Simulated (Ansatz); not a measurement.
# WSe2: single-point calculation

The run: single-point calculation of WSe2 (slab, 6 atoms in the cell). Method and program: DFT PBE+D3(BJ), scalar-relativistic, plane waves, PAW, PAW set soft_1, no spin polarisation (Ansatz 0.2.0).

The structure derives from an entry of the Crystallography Open Database. Figures and captions count atoms from 1; the log counts them from 0 in places.

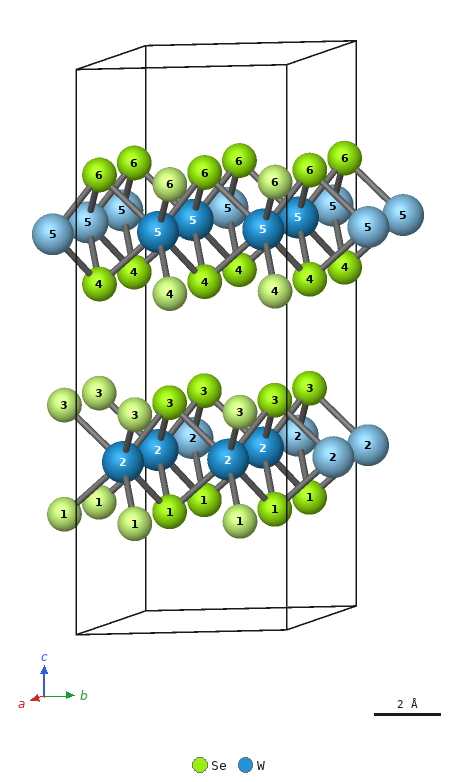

**Figure 1.** The input geometry (ball-and-stick view of the 2 × 2 repeat of the cell, with the vacuum cut short, seen slightly off an axis; neighbours outside the cell are drawn fainter; atoms are numbered from 1 in the order of the input). Near neighbours in the crystal (not all of them lie inside the picture): Se has 3 W at 2.54 Å; W has 6 Se at 2.54 Å.

### Summary

```json
{"quantity": "outcome", "value": "converged"}
{"quantity": "electrons treated", "value": "92"}
{"quantity": "free energy", "value": "−42653.8045 eV"}
{"quantity": "work function, top face", "value": "4.27 eV"}
{"quantity": "work function, bottom face", "value": "4.26 eV"}
{"quantity": "Fermi energy", "value": "5.040 eV"}
{"quantity": "gap on the k-point mesh", "value": "1.56 eV"}
{"quantity": "work function (upper face)", "value": "4.27 eV"}
{"quantity": "largest force (length of the vector)", "value": "0.067 eV/Å"}
{"quantity": "hardware", "value": "1 thread of AMD EPYC (Zen 3), 32 GiB of memory available, shared host"}
{"quantity": "wall time", "value": "82 s"}
{"quantity": "peak memory", "value": "0.68 GiB"}
```

### Notes

Warnings of the run: the exchange-correlation potential is rough where the density is thin. Spin–orbit coupling is left out, which matters for W.

### Input
```yaml
crystal:
  lattice:
    - [3.2854929596, 0.0, 0.0]
    - [-1.6427464798, 2.8453203669, 0.0]
    - [0.0, 0.0, 24.2386467078]
  atoms:
    - { symbol: Se, position: [0.3333333333, 0.6666666667, 0.1856539292] }
    - { symbol: W, position: [0.6666666667, 0.3333333333, 0.2551570536] }
    - { symbol: Se, position: [0.3333333333, 0.6666666667, 0.324660178] }
    - { symbol: Se, position: [0.3333333333, 1.0, 0.4777215285] }
    - { symbol: W, position: [0.6666666667, 0.6666666667, 0.5472246529] }
    - { symbol: Se, position: [0.3333333333, 1.0, 0.6167277773] }
basis:
  ecutwfc: 420
kpoints:
  mp_grid: { grid: [9, 9, 1] }
hamiltonian:
  xc: pbe
  pseudopotentials: { kind: paw, azcp: { folder: soft_1 } }
  dispersion: d3bj
scf:
  occupations: { method: gaussian, width: 0.05 }
output:
  forces: true
  eigenvalues: true
  write_density: true
  write_potential: true
  elf: true
  volumetric_format: npy
efield:
  axis: 3
  dipole_correction: true
  ramp_width: 0.04
```

Launched with:
```bash
ansatz run input.yaml --threads 1 --pin off --max-ram 3072MiB --backend cpu --events-out ev --progress --plain --runs-dir out
```

### Output
```
Engine: ansatz 0.2.0, x86_64-unknown-linux-gnu
Pseudopotentials: kind: paw
Pseudopotential: Se, paw, valence charge 16, recommended cutoff 420 eV (normal), [file]
Pseudopotential: W, paw, valence charge 14, recommended cutoff 420 eV (normal), [file]
Functional definition: PBE
  parameter kappa = 0.804
  parameter beta = 0.06672455060314922
  exchange = pbe_x(kappa = kappa, mu = beta*pi^2/3)
  correlation = pbe_c(beta = beta)
Crystal: 6 atoms, lattice volume = 226.590 Å³
Basis set: ecut = 420 eV, 4497 PW (Γ), exchange–correlation on 48×48×360 points (8 copies of the dense FFT grid, shifted against one another)
Bands: 56, of which v1, the nominal top of the filled ones, is band 46 counted from 1 (45 counted from 0)
Symmetry: 1 space group operations
k-points: 41 of 81 (time reversal used)
Non-local potential: Se, projectors of the file, l = 0: 2, l = 1: 2, l = 2: 3, l = 3: 1
Non-local potential: W, projectors of the file, l = 0: 3, l = 1: 2, l = 2: 2, l = 3: 1
PAW form: soft (Blöchl's): semilocal exchange-correlation on the pseudo side does not see the compensation charge
PAW one-centre angular grid: Se, 590 points (default); XC on 64 Gauss nodes
PAW one-centre angular grid: W, 590 points (default); XC on 64 Gauss nodes
Initial density: superposition of atomic densities (neutral atoms: chi_scale 0, normalization atom)
Initial wavefunctions: pseudopotential atomic-orbital guess
Functional: x = pbe(κ = 0.804, μ = 0.2195149727645171), c = pbe(β = 0.06672455060314922)
iter 1 solved again at ethr=2.30e-3 eV; its pass at ethr=3.10e-3 eV (dr2=2.12e0 eV) is discarded
SCF iter   1: F=—  HF=-42654.388778 eV  |F-HF|=—  |Δ(HF+E_count)|=         —  Δρ=2.50e-2  dr2=2.15e0  ethr=2.30e-3  p=0.000 e·Å  D=9.91e-7 V/Å  ΔV_dip=-0.00 eV  dr2_dipole=2.10e-11  V_vac-E_F(+/−)=5.62/5.62 eV  ⟨swp⟩=1.0  Hψ=12316  notcnv=0
efield: sawtooth ramp at fractional position 0.8812 (placed from the atoms, in the widest stretch of the axis that holds none; the zero of the levels goes with the place), width 0.0400; the density the first Hamiltonian is built on has a dipole p = 0.000 e·Å; the dipole correction subtracts the counter field D = 9.91e-7 V/Å, which shifts the + side's vacuum level by -0.00 eV against the − side's; the planar-averaged density in the ramp window peaks in size at 1.4e-5 e/Å³
preconditioner: auto → Resta (q_TF=auto, 2.348 Å⁻¹)  ε∞=3.7  [insulator: Δε(μ)=1.584 eV  Ē_g=9.046 eV  σ=0.050 eV  W_gap=1.00  n_scr=60 (ndim 8)  ℏωp=14.8 eV  f_vac=0.447  D(μ)=0.00/eV (n_scr^D=0)  ε∞_Penn≈3.7  vacuum switching on, ρ_ref=5.9e-3 e/Å³]
SCF iter   2: F=—  HF=-42653.929234 eV  |F-HF|=—  |Δ(HF+E_count)|=   4.60e-1  Δρ=1.36e-2  dr2=4.99e-1  ethr=2.30e-3  p=-0.000 e·Å  D=-5.51e-5 V/Å  ΔV_dip=0.00 eV  dr2_dipole=1.80e-7  V_vac-E_F(+/−)=4.98/4.98 eV  ⟨swp⟩=2.8  Hψ=3853  notcnv=0  defer=18
SCF iter   3: F=—  HF=-42653.805680 eV  |F-HF|=—  |Δ(HF+E_count)|=   1.24e-1  Δρ=2.21e-3  dr2=2.65e-2  ethr=5.42e-4  p=0.000 e·Å  D=1.02e-4 V/Å  ΔV_dip=-0.00 eV  dr2_dipole=1.15e-6  V_vac-E_F(+/−)=4.50/4.50 eV  ⟨swp⟩=3.3  Hψ=3742  notcnv=0  defer=30
SCF iter   4: F=—  HF=-42653.805365 eV  |F-HF|=—  |Δ(HF+E_count)|=   3.15e-4  Δρ=1.60e-3  dr2=1.50e-2  ethr=2.88e-5  p=-0.000 e·Å  D=-1.65e-4 V/Å  ΔV_dip=0.00 eV  dr2_dipole=2.84e-6  V_vac-E_F(+/−)=4.30/4.29 eV  ⟨swp⟩=3.5  Hψ=4907  notcnv=0  defer=54
SCF iter   5: F=—  HF=-42653.804295 eV  |F-HF|=—  |Δ(HF+E_count)|=   1.07e-3  Δρ=4.21e-4  dr2=9.59e-4  ethr=1.63e-5  p=0.000 e·Å  D=7.10e-5 V/Å  ΔV_dip=-0.00 eV  dr2_dipole=5.28e-7  V_vac-E_F(+/−)=4.32/4.32 eV  ⟨swp⟩=2.0  Hψ=2864  notcnv=0  defer=63
SCF iter   6: F=—  HF=-42653.804503 eV  |F-HF|=—  |Δ(HF+E_count)|=   2.08e-4  Δρ=2.33e-4  dr2=4.11e-4  ethr=1.04e-6  p=-0.000 e·Å  D=-6.37e-5 V/Å  ΔV_dip=0.00 eV  dr2_dipole=4.44e-7  V_vac-E_F(+/−)=4.29/4.28 eV  ⟨swp⟩=2.0  Hψ=3992  notcnv=0  defer=63
SCF iter   7: F=—  HF=-42653.804613 eV  |F-HF|=—  |Δ(HF+E_count)|=   1.09e-4  Δρ=1.45e-4  dr2=3.29e-4  ethr=4.47e-7  p=0.000 e·Å  D=7.25e-5 V/Å  ΔV_dip=-0.00 eV  dr2_dipole=5.44e-7  V_vac-E_F(+/−)=4.28/4.28 eV  ⟨swp⟩=2.0  Hψ=2759  notcnv=0  defer=63
SCF iter   8: F=—  HF=-42653.804592 eV  |F-HF|=—  |Δ(HF+E_count)|=   2.12e-5  Δρ=4.85e-5  dr2=1.98e-5  ethr=3.58e-7  p=0.000 e·Å  D=1.49e-5 V/Å  ΔV_dip=-0.00 eV  dr2_dipole=2.07e-8  V_vac-E_F(+/−)=4.27/4.27 eV  ⟨swp⟩=2.0  Hψ=2428  notcnv=0  defer=63
SCF iter   9: F=—  HF=-42653.804512 eV  |F-HF|=—  |Δ(HF+E_count)|=   7.92e-5  Δρ=8.89e-6  dr2=4.30e-7  ethr=2.16e-8  p=0.000 e·Å  D=1.21e-5 V/Å  ΔV_dip=-0.00 eV  dr2_dipole=1.41e-8  V_vac-E_F(+/−)=4.27/4.27 eV  ⟨swp⟩=2.6  Hψ=3789  notcnv=0  defer=63
SCF iter  10: F=—  HF=-42653.804513 eV  |F-HF|=—  |Δ(HF+E_count)|=   3.36e-7  Δρ=3.34e-6  dr2=1.22e-7  ethr=1.09e-10  p=-0.000 e·Å  D=-2.29e-5 V/Å  ΔV_dip=0.00 eV  dr2_dipole=5.97e-8  V_vac-E_F(+/−)=4.26/4.26 eV  ⟨swp⟩=17.9  Hψ=19293  notcnv=0
SCF iter  11: F=-42653.804513 eV  HF=-42653.804513 eV  |F-HF|=1.20e-7  |Δ(HF+E_count)|=   1.72e-8  Δρ=2.49e-6  dr2=9.05e-8  ethr=1.09e-10  p=0.000 e·Å  D=2.26e-5 V/Å  ΔV_dip=-0.00 eV  dr2_dipole=5.17e-8  V_vac-E_F(+/−)=4.26/4.26 eV  ⟨swp⟩=10.1  Hψ=14955  notcnv=0
SCF 1 converged in 11 iterations: F = -42653.804513 eV  dr2 = 9.05e-8
  greatest PAW one-centre occupation: 1.000 electrons in one spin orbital (limit 2), on the Se atom at site 3 (counted from 0), in its partial waves of l = 2
```

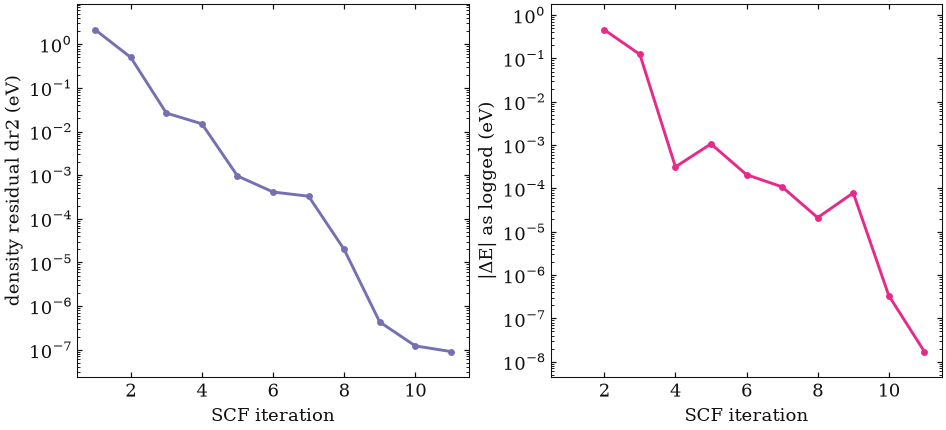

**Figure 2.** Convergence of the self-consistent field: density residual dr2 and size of the energy change against the SCF iteration. The residual falls at every step.

```
WARN: The output density's exchange-correlation potential varies sharply where the density is thin. Do not read a vacuum level from v_tot or v_xc, or from such a field of the output density. On a cell that repeats whose density bears no net charge and no dipole along the vacuum's axis use v_es (v_loc + v_h of the components); under efield.dipole_correction with no amplitude use v_es + v_field, which holds any external_charges[].barrier, or the levels of the report's work_function block, which leave it out; under a non-zero efield.amplitude the vacuum is tilted and has no level; on a cell that repeats and bears such a dipole with no correction it is tilted too, and efield.dipole_correction with no amplitude gives each side of its ramp a level where efield: is served; in a cell that repeats whose density bears a net charge (total_charge, or a fill off its count) it is curved and has none; of a slab under crystal.periodic whose density bears no net charge use v_es, which has a level on each side, short of where the two are joined; of another it falls or rises all the way out and has none; of a slab beside external_charges read slab_vacuum_level instead, which it has where they leave it neutral. The grid or the basis barely resolves most such structure, and the values can differ between equally converged runs; as a rule a tighter scf.convergence.dr2_threshold does not remove it. Where the density itself ripples (under the LDA too) a higher basis.ecutwfc lessens it. The files hold the spikes' plane waves up to the density's cutoff. Files: v_tot_of_output_density and the like, and their columns of v_z.tsv (output.write_potential); v_xc_of_output_density and the like, and their columns of v_comp_z.tsv (output.write_potential_components). Measured: with its Gaussian average of σ = 0.25 Å subtracted twice, the exchange-correlation potential is over 0.1 eV at 4 of the grid points where the equally averaged density (valence and model cores) is under 1e-3 e/Å³, and 0.160 eV at the most among them, at an averaged density of 2.4e-8 e/Å³. See output.write_potential in the manual, Limitations
SCF converged after 11 iterations
Free energy (F): -42653.804513 eV
Harris-Foulkes:  -42653.804513 eV  (|F-HF|=1.20e-7)
Internal energy: -42653.804513 eV  (E = F + TS)
E sigma→0 (E₀):  -42653.804513 eV
Fermi energy:    5.040334 eV
Dipole field:    D = -0.000265 V/Å  (p = -0.000331 e·Å, saw-weighted, corrected)
Work function:   Φ+ = 4.2672 eV   Φ− = 4.2608 eV
Levels:          The Fermi level and band energies are counted from a zero that moves with the ramp; work functions are not
--- Per-component energies (eV) ---
  E_band       = -2455.631666
  E_kinetic    = 1288.582196
  E_local      = -81188.009619  (includes V_loc(G=0)·N_el)
  E_nonlocal   = -1467.630650
  E_hartree    = 40406.541715
  E_xc         = -877.184331
  E_vxc        = -826.219114  (∫ρ·V_xc dr)
  E_paw        = -25675.044000  (= ΣΔE_a)
  E_vpaw       = -1075.436427  (= ΣTr[D̂ρ^β])
  E_aug_tail   = -0.001240  (compensation charges beyond the density's cutoff)
  E_efield     = 0.000000  (sawtooth field / dipole correction)
  E_vefield    = 0.000000  (∫n·V_field dr)
  E_ewald      = 24861.227411
  E_disp       = -2.285994  (pairwise vdW)
  E_smearing   = -0.000000  (= −TS)
  E_closure    = -0.000000  (closes the sum)
  Σ components = -42653.804513   (vs F -42653.804513, Δ=0.00e0)
--- Forces (eV/Å), atoms counted from 1 ---
  atom   1  Se     0.00048909     0.00067784     0.00830593
  atom   2  W      0.00344854    -0.00489779     0.03168569
  atom   3  Se     0.00952528    -0.01910054     0.06369917
  atom   4  Se    -0.01177827     0.01779870    -0.06371541
  atom   5  W     -0.00251774     0.00543629    -0.03152549
  atom   6  Se     0.00083160     0.00008455    -0.00832664
  max |Σ_I F_I| component: 1.23e-4 eV/Å
--- Band table (eV; the first three rows and the last of 41) ---
  k-point 0: bands = ["-69.7402", "-69.7399", "-43.2994", "-43.2994", "-43.2992", "-43.2992", "-43.2986", "-43.2986", "-43.2981", "-43.2981", "-43.2685", "-43.2685", "-43.2683", "-43.2683", "-43.2661", "-43.2660", "-43.2655", "-43.2655", "-43.2559", "-43.2557", "-43.2525", "-43.2520", "-33.9985", "-33.9982", "-33.8596", "-33.8593", "-33.8593", "-33.8590", "-10.5918", "-10.5501", "-9.3680", "-9.2963", "-2.1460", "-1.8834", "1.6159", "1.9457", "1.9459", "1.9483", "1.9484", "2.3290", "3.0742", "3.0744", "3.0792", "3.0795", "3.6730", "4.0887", "7.2228", "7.2230", "7.2437", "7.2438", "7.3733", "7.3735", "7.3989", "7.3990", "8.5577", "8.7749"]
  k-point 1: bands = ["-69.7390", "-69.7387", "-43.2993", "-43.2992", "-43.2988", "-43.2987", "-43.2987", "-43.2981", "-43.2981", "-43.2976", "-43.2687", "-43.2686", "-43.2684", "-43.2684", "-43.2663", "-43.2661", "-43.2657", "-43.2656", "-43.2556", "-43.2555", "-43.2523", "-43.2517", "-33.9929", "-33.9926", "-33.8874", "-33.8873", "-33.8661", "-33.8655", "-10.4065", "-10.3649", "-9.2716", "-9.2031", "-1.9086", "-1.6453", "1.3595", "1.4036", "1.4104", "1.8431", "2.1252", "2.1274", "2.7722", "2.7761", "2.9730", "3.1540", "3.6568", "3.9693", "6.6408", "6.7892", "6.8719", "6.9628", "7.1477", "7.1667", "7.5297", "7.5438", "8.9812", "9.1713"]
  k-point 2: bands = ["-69.7360", "-69.7357", "-43.2993", "-43.2992", "-43.2987", "-43.2982", "-43.2975", "-43.2973", "-43.2968", "-43.2962", "-43.2691", "-43.2690", "-43.2687", "-43.2686", "-43.2669", "-43.2663", "-43.2662", "-43.2657", "-43.2550", "-43.2549", "-43.2516", "-43.2511", "-33.9785", "-33.9782", "-33.9577", "-33.9577", "-33.8825", "-33.8820", "-9.8946", "-9.8541", "-9.0070", "-8.9478", "-1.3047", "-1.0518", "0.2575", "0.2750", "0.7070", "0.9294", "2.1616", "2.1673", "2.5118", "2.5818", "2.5878", "2.8025", "3.3640", "3.4663", "6.0033", "6.3338", "6.7346", "6.7556", "6.8524", "7.1017", "8.0760", "8.1025", "9.6449", "9.8308"]
  k-point 40: bands = ["-69.7307", "-69.7305", "-43.2991", "-43.2991", "-43.2982", "-43.2977", "-43.2954", "-43.2954", "-43.2949", "-43.2943", "-43.2698", "-43.2698", "-43.2692", "-43.2692", "-43.2676", "-43.2671", "-43.2666", "-43.2661", "-43.2539", "-43.2538", "-43.2504", "-43.2499", "-34.0625", "-34.0621", "-33.9538", "-33.9535", "-33.9239", "-33.9237", "-8.8076", "-8.7685", "-8.4631", "-8.4186", "-1.5718", "-1.5249", "-0.6052", "-0.5305", "-0.0958", "0.1163", "1.0398", "1.1283", "2.1171", "2.1833", "2.1950", "2.4251", "3.5459", "3.5981", "6.2274", "6.4619", "6.9051", "6.9429", "7.4723", "7.6831", "8.4292", "8.6223", "9.7637", "10.1968"]
```

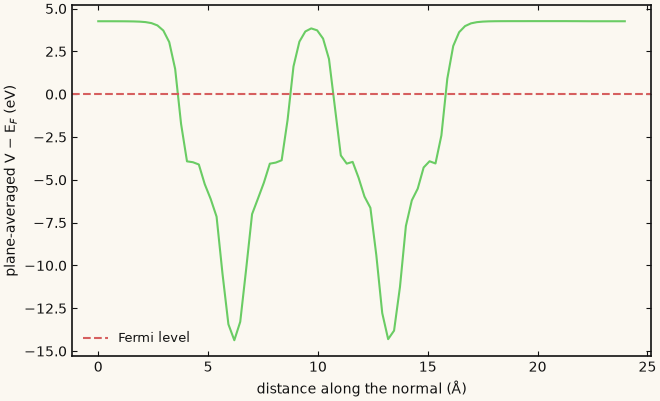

**Figure 3.** Plane average of the electrostatic potential energy of an electron across the cell, from the Fermi level. The vacuum level lies 4.27 eV above the Fermi level.

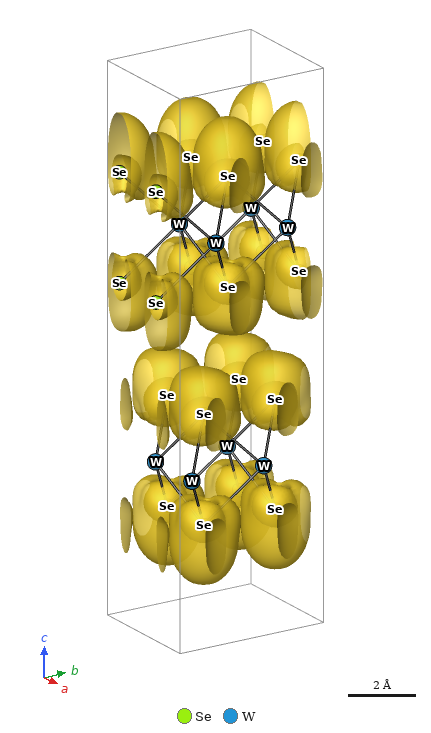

**Figure 4.** Isosurface of the ELF at 0.7 (yellow), seen slightly off an axis. Only the valence region is drawn (cores and ρ < 0.01 e/Å³ removed). Sticks mark near contacts. Counts are for one cell; the picture repeats the cell along the surface.  Values along the shortest contacts: W–Se (2.54 Å): the ELF is about 0.55 at the midpoint. Core electrons are frozen (PAW), so the fields are smoothed inside the atomic spheres.

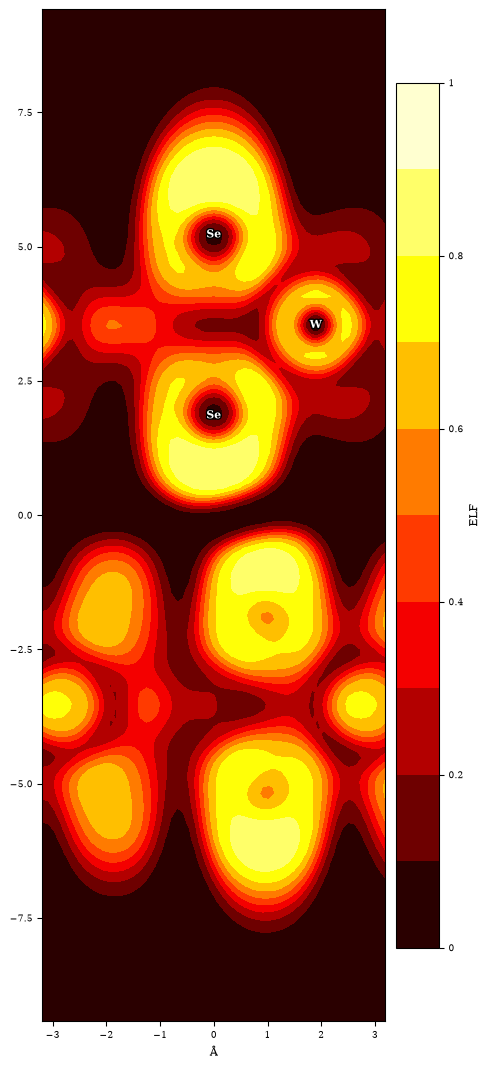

**Figure 5.** ELF on the (110) plane of the calculation cell, a cut from vacuum to vacuum. The section cuts through Se and W sites. W–Se (2.54 Å): the ELF is about 0.55 at the midpoint. The strong features right at W lie inside the PAW spheres (semicore, d or f shells) and say nothing about bonding.
